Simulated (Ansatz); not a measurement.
Geometry relaxation of MoSe (part 2 of 2)

The same run, continued: MoSe (Pm-3m, 2 atoms in the cell); DFT PBEsol, scalar-relativistic, plane waves, PAW, no spin polarisation (Ansatz 0.2.0); cutoff 420 eV, 14×14×14 k-mesh, Gaussian smearing of 0.1 eV. The structure was built on a prototype by a generator; it need not be a known phase.

Geometry of the input (Å; fractional positions):
```
3.1348  0.0000  0.0000
0.0000  3.1348  0.0000
0.0000  0.0000  3.1348
Mo 0.0000  0.0000  0.0000
Se 0.5000  0.5000  0.5000
```

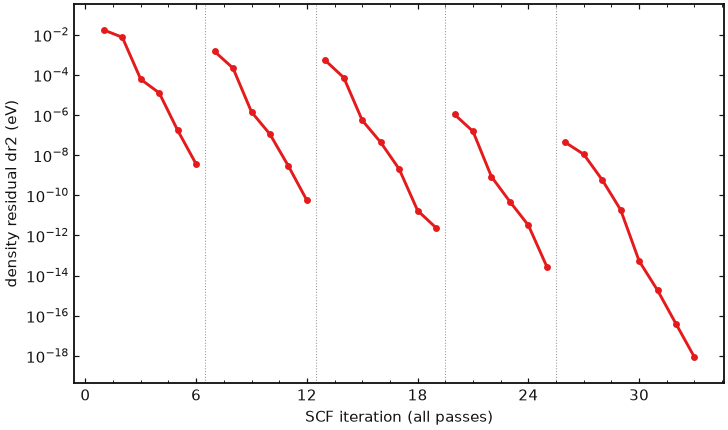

*Convergence of the self-consistent field: density residual dr2 against the SCF iteration. The dotted lines part the SCF passes of the relaxation: geometry steps, rejected trials and re-solves on a re-selected basis.*

The 5 passes take 6 to 8 iterations each, 33 in all.

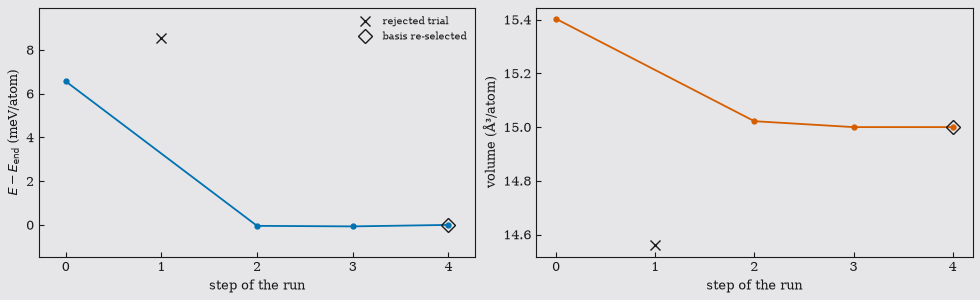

*Progress of the relaxation, step by step (the first geometry is step 0 here and step 1 in the log).*

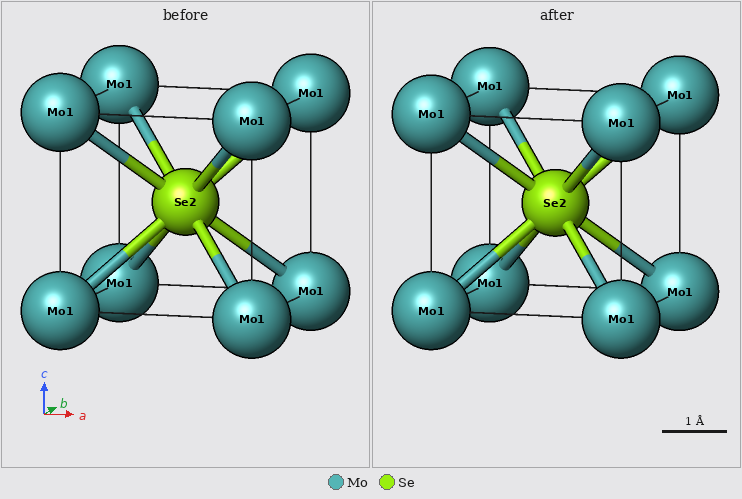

*Before (left) and after (right) the relaxation, at one scale (ball-and-stick view of the cell of the calculation, seen slightly off an axis).*

The energy falls by 6.6 meV per atom in 3 geometry steps. All forces vanish by symmetry, so only the cell relaxes. Pressure: −5.09 GPa at the start and 0.00 GPa at the end. The line search rejected the trial step at point 1 (counted from 0) and went back. The atoms keep their places relative to the cell (all moves are under 0.005 Å). Cell: a = b = c 3.135 → 3.107 Å (−0.9 %). Volume −2.6 %. Among the contacts that change: Mo1–Se2 2.715 → 2.691 Å. The space group stays Pm-3m (No. 221). A last SCF at the same geometry on a re-selected plane-wave basis shifts the energy by +0.1 meV per atom. (Atoms are counted from 1 in the order of the input.)

```
basis re-selected at this cell: Δ(F+E_penalty+E_count) = +1.349e-4 eV, ΔP = +0.003 GPa vs the last step (what re-selecting the basis moved, of the pressure what is left beyond the Pulay correction that the steps carried, after the strain that the cell walked since its last selection, with what the two solves' SCF thresholds leave and, on support functions, any second-order correction that the steps lacked; it is no measure of the basis error at this ecutwfc). This SCF's stress stands 9.66e-4 GPa from its target on what of the cell is left free (relax.cell.stress_tol is 5.00e-2 GPa) and its largest allowed force component is 7.23e-31 eV/Å (relax.f_tol is 1.00e-2 eV/Å): within both
SCF converged after 8 iterations
Free energy (F): -10321.720867 eV
Harris-Foulkes:  -10321.720867 eV  (|F-HF|=3.64e-12)
Internal energy: -10321.712706 eV  (E = F + TS)
E sigma→0 (E₀):  -10321.716787 eV
Entropy (-TS):   -0.008161 eV (-4.081 meV/atom)
Fermi energy:    19.897453 eV
--- Per-component energies (eV) ---
  E_band       = -295.214200
  E_kinetic    = 565.041367
  E_local      = -2520.396706  (includes V_loc(G=0)·N_el)
  E_nonlocal   = -444.013549
  E_hartree    = 1182.393399
  E_xc         = -287.750173
  E_vxc        = -329.367311  (∫ρ·V_xc dr)
  E_paw        = -5014.132717  (= ΣΔE_a)
  E_vpaw       = 68.735770  (= ΣTr[D̂ρ^β])
  E_aug_tail   = -0.000568  (compensation charges beyond the density's cutoff)
  E_ewald      = -3804.071508
  E_core_change = 1.217750  (= ΣΔE_core)
  E_smearing   = -0.008161  (= −TS)
  E_closure    = 0.000000  (closes the sum)
  Σ components = -10321.720867   (vs F -10321.720867, Δ=0.00e0)
--- Forces (eV/Å), atoms counted from 1 ---
  atom   1  Mo     0.00000000    -0.00000000     0.00000000
  atom   2  Se     0.00000000     0.00000000    -0.00000000
  max |Σ_I F_I| component: 1.45e-30 eV/Å
--- Stress (GPa, compression-positive) ---
        0.000966      -0.000000       0.000000
       -0.000000       0.000966      -0.000000
        0.000000      -0.000000       0.000966
  P = ⅓ Tr σ = 0.0010 GPa (0.010 kbar)
--- Band table (eV; the first three rows and the last of 120) ---
  k-point 0: bands = ["-41.1041", "-29.2689", "-29.2689", "-29.2615", "-29.2615", "-29.2615", "-15.1215", "-15.1215", "-15.1215", "3.0318", "16.1031", "16.1031", "18.0469", "18.0469", "18.0469", "20.5586", "20.5586", "20.5586", "23.6234"]
  k-point 1: bands = ["-41.1028", "-29.2689", "-29.2685", "-29.2616", "-29.2616", "-29.2615", "-15.1392", "-15.1197", "-15.1197", "3.1020", "15.8213", "16.1431", "17.8691", "17.8691", "18.0605", "20.5739", "20.7803", "20.7803", "23.9867"]
  k-point 2: bands = ["-41.0991", "-29.2689", "-29.2673", "-29.2620", "-29.2620", "-29.2614", "-15.1883", "-15.1148", "-15.1148", "3.3067", "15.0025", "16.2590", "17.4690", "17.4690", "18.3161", "20.6171", "21.3171", "21.3171", "24.7741"]
  k-point 119: bands = ["-41.0272", "-29.2670", "-29.2670", "-29.2670", "-29.2555", "-29.2555", "-15.3537", "-15.3537", "-15.3537", "7.1783", "12.0090", "12.0090", "12.0090", "22.4065", "22.4065", "22.8516", "22.8516", "22.8516", "24.8235"]
--- Relaxed structure (4 steps of the walk, 3 accepted, 1 SCFs on fresh bases) ---
  F+E_penalty+E_count = -10321.72086712 eV   max|allowed force component| = 7.231e-31 eV/Å   (the final SCF, on the basis selected at the relaxed cell)
  cell:  # Å, volume = 30.0000 Å³
    - [3.107232486028963, -6.459890021798853e-34, 2.6080301330243816e-34]
    - [-3.891983429282539e-34, 3.107232486028963, 0.0]
    - [1.3240768367662246e-34, 0.0, 3.107232486028963]
  atoms:
    - { symbol: Mo, position: [-8.7306620227643e-48, -3.273998258536612e-49, -2.910220674254766e-49] }
    - { symbol: Se, position: [0.5, 0.5, 0.5] }
```

## Trajectory as extended XYZ (Å, eV, eV/Å), 5 frames, from step=1 to step=5
```
2
Lattice="3.1348 0.0000 0.0000 0.0000 3.1348 0.0000 0.0000 0.0000 3.1348" Properties=species:S:1:pos:R:3:forces:R:3 step=1 energy=-10321.70774 pressure_GPa=-5.09
Mo    0.0000    0.0000    0.0000    0.0000   0.0000   0.0000
Se    1.5674    1.5674    1.5674    0.0000   0.0000   0.0000
2
Lattice="3.0766 0.0000 0.0000 0.0000 3.0766 0.0000 0.0000 0.0000 3.0766" Properties=species:S:1:pos:R:3:forces:R:3 step=2 energy=-10321.70375 pressure_GPa=6.52 accepted=F
Mo    0.0000    0.0000    0.0000    0.0000   0.0000   0.0000
Se    1.5383    1.5383    1.5383    0.0000   0.0000   0.0000
2
Lattice="3.1088 0.0000 0.0000 0.0000 3.1088 0.0000 0.0000 0.0000 3.1088" Properties=species:S:1:pos:R:3:forces:R:3 step=3 energy=-10321.72095 pressure_GPa=-0.30
Mo    0.0000    0.0000    0.0000    0.0000   0.0000   0.0000
Se    1.5544    1.5544    1.5544    0.0000   0.0000   0.0000
2
Lattice="3.1072 0.0000 0.0000 0.0000 3.1072 0.0000 0.0000 0.0000 3.1072" Properties=species:S:1:pos:R:3:forces:R:3 step=4 energy=-10321.72100 pressure_GPa=-0.00
Mo    0.0000    0.0000    0.0000    0.0000   0.0000   0.0000
Se    1.5536    1.5536    1.5536    0.0000   0.0000   0.0000
2
Lattice="3.1072 0.0000 0.0000 0.0000 3.1072 0.0000 0.0000 0.0000 3.1072" Properties=species:S:1:pos:R:3:forces:R:3 step=5 energy=-10321.72087 pressure_GPa=0.00
Mo    0.0000    0.0000    0.0000    0.0000   0.0000   0.0000
Se    1.5536    1.5536    1.5536    0.0000   0.0000   0.0000
```

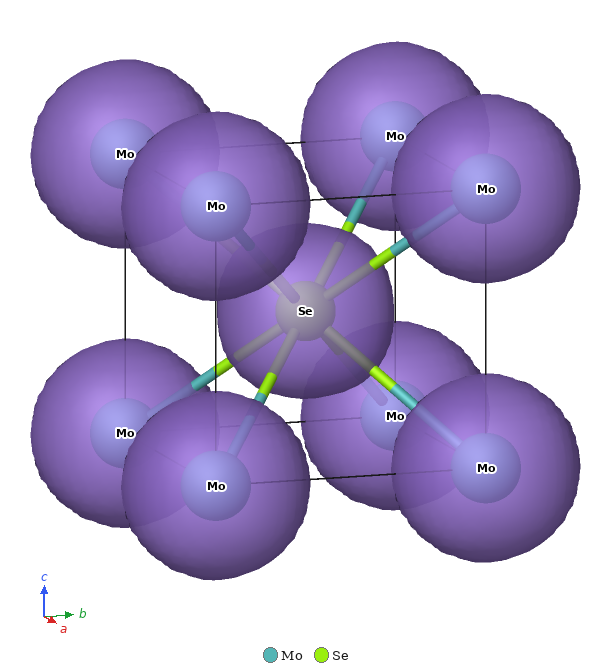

*Isosurface of the valence charge density (pseudo) at 0.6 e/Å³ (purple), seen slightly off an axis. Sticks mark near contacts. The outline is the cell set on symmetry axes.*

At this value the density breaks into separate islands; it holds about 75 % of the electrons treated as valence (semicore included). It is pinched off along the Mo–Se (2.69 Å) contacts. On the grid the lowest density along these lines, outside the cores, is 0.38 e/Å³ (Mo–Se, 2.69 Å). The fields are those of the smooth PAW valence density.

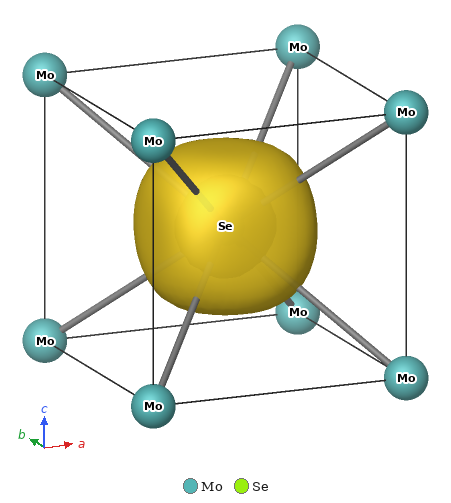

*Isosurface of the electron localisation function at 0.65 (yellow), seen slightly off an axis. Only the valence region is drawn (cores and ρ < 0.01 e/Å³ removed). Sticks mark near contacts. The outline is the cell set on symmetry axes.*

Profiles from the grid: Mo–Se (2.69 Å): the ELF is about 0.35 at the midpoint.

## Results in brief

```csv
quantity,value
outcome,converged
space group (tolerance 0.01 Å),Pm-3m (221)
electrons treated,30
free energy,−10321.7209 eV
Fermi energy,19.897 eV
gap on the k-point mesh,none (metallic)
pressure,0.00 GPa
final volume,30.00 Å³
largest force (length of the vector) at the end,under 0.001 eV/Å
final cell,"a = 3.107 Å, b = 3.107 Å, c = 3.107 Å, α = 90.00°, β = 90.00°, γ = 90.00°"
wall time,11 s
peak memory,0.44 GiB
```
